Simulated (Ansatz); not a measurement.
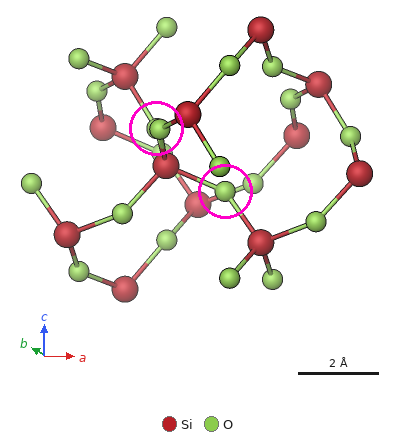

Perfect SiO2. A ball-and-stick model of the atoms within 4.6 Å of one point, seen slightly off an axis.

All numbers below come from DFT, PBEsol, PAW, plane waves in Ansatz 0.2.0. Set-up: plane-wave cutoff 420 eV; k-point mesh 1 × 1 × 1; mesh shifted by (0.25, 0.25, 0.25); collinear spin. Fermi-Dirac smearing of 0.01 eV. A uniform background neutralises the charged cell. The axes drawn are those of the host's conventional cell.

An oxygen atom is replaced by nitrogen and an oxygen atom is taken out (a vacancy), the two sites 2.6 Å apart at the ringed places, in charge state +2. The supercell has 72 sites, and the atoms are relaxed at the host's cell.

Q: Predict the relaxed surroundings of the defect.

A: In the host the O atom has 2 Si at 1.62 Å; the N atom ends with 2 Si at 1.65 to 1.73 Å. Around the empty O site the host had 2 Si at 1.62 Å; after relaxation the nearest atoms are 1 Si at 2.17 Å, 2 O at 2.58 Å. Of the host's atoms, a silicon atom moves furthest from its site, by 1.38 Å. The N atom itself moves 0.24 Å from where it was put. The cell's net moment is 1.00 μB.

The relaxed defect, seen from the same direction:

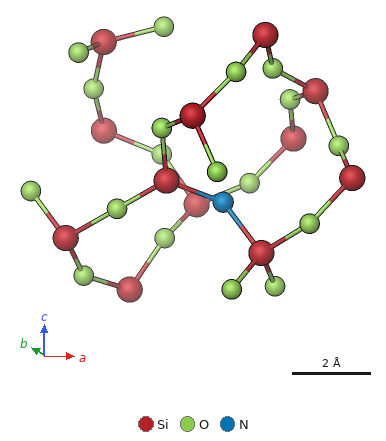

Limits of the set-up: the cell is charged, on a uniform background, and energies carry no finite-size correction.
